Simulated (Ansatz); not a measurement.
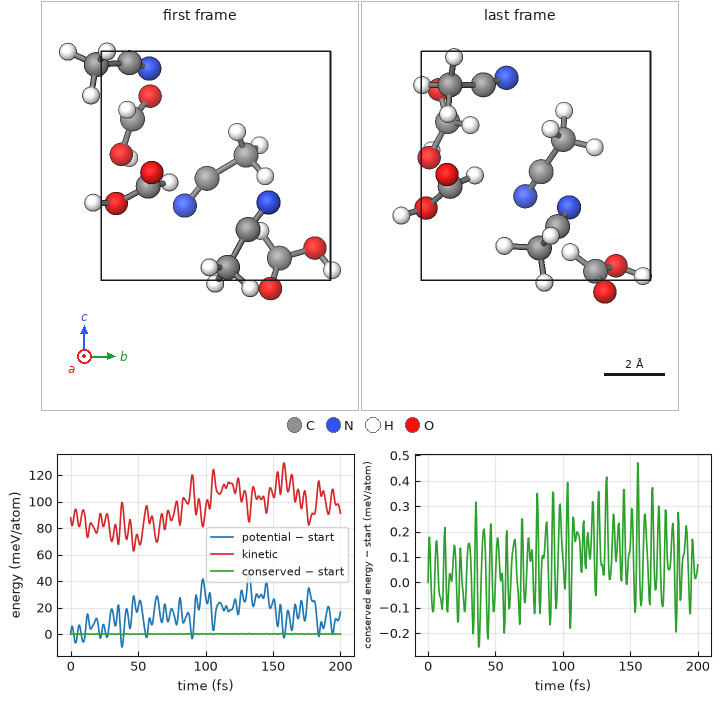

A Born-Oppenheimer molecular dynamics run of a periodic cell with 3 CH3CN + 3 HCOOH at 0.964 g/cm³, 200 fs long. It starts from the last geometry of an earlier run, with fresh velocities. Style: ball-and-stick. Shown: the simulation cell, along the a axis.

Theory: Ansatz 0.2.0, DFT PBE-D3(BJ), scalar-relativistic, plane waves, PAW. Run with plane-wave cutoff 420 eV; k-point mesh 1 × 1 × 1; Fermi-Dirac smearing 0.05 eV; low-accuracy preset; Nosé-Hoover thermostat (NVT); set temperature 700 K; time step 0.5 fs; thermostat time 50.0 fs.

**How well is the energy conserved, and can the run be trusted?**

The conserved quantity stays between −0.25 and 0.47 meV per atom of its start. A straight-line fit has a slope that amounts to +0.12 meV per atom over 200 fs (0.1 % of the mean kinetic energy), and the ripple about it is 0.9 % of the kinetic energy's fluctuation. With a drift under 2 % and a ripple under 7 %, the integration is accurate. Over the second half the temperature averages 838 K (spread ±73 K). The potential energy in the second half lies on average 19.4 meV per atom above the first frame.

Limits of the set-up: the program's low-accuracy preset was used; the periodic images lie only 7.7 Å apart, so the values are limited by the cell's size.

The run took 18 min on 1 thread of Arm Neoverse V1, on a shared host, peak memory 0.49 GiB.
